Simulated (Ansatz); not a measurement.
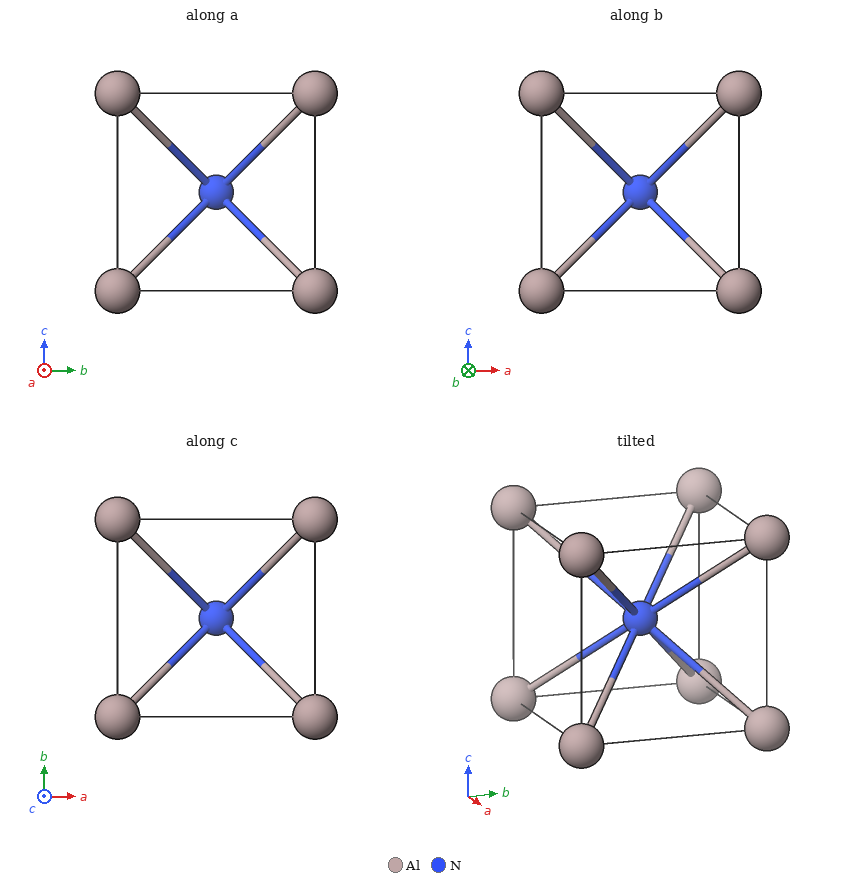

The figure gives a ball-and-stick picture of the atoms, viewed along the a axis, along the b axis, along the c axis and slightly off an axis. One conventional unit cell is framed, with atoms on its boundary repeated.

Lattice parameters: a = 2.5855 Å, b = 2.5855 Å, c = 2.5855 Å, α = 90.000°, β = 90.000°, γ = 90.000°.

### Reconstruct the structure as a CIF with its space group and independent sites.

```cif
data_structure
_symmetry_space_group_name_H-M 'P m -3 m'
_symmetry_Int_Tables_number 221
_cell_length_a 2.5855
_cell_length_b 2.5855
_cell_length_c 2.5855
_cell_angle_alpha 90.000
_cell_angle_beta 90.000
_cell_angle_gamma 90.000
_cell_volume 17.28
loop_
_atom_site_label
_atom_site_type_symbol
_atom_site_symmetry_multiplicity
_atom_site_Wyckoff_symbol
_atom_site_fract_x
_atom_site_fract_y
_atom_site_fract_z
_atom_site_occupancy
Al1 Al 1 a 0.0000 0.0000 0.0000 1
N1 N 1 b 0.5000 0.5000 0.5000 1
```

Origin of the cell: a structure type filled with these elements by a generator (whether the compound takes this form wasn't checked). Earlier steps of the study may have refined or changed the cell and positions. Ansatz was used for an electronic-structure calculation on it.
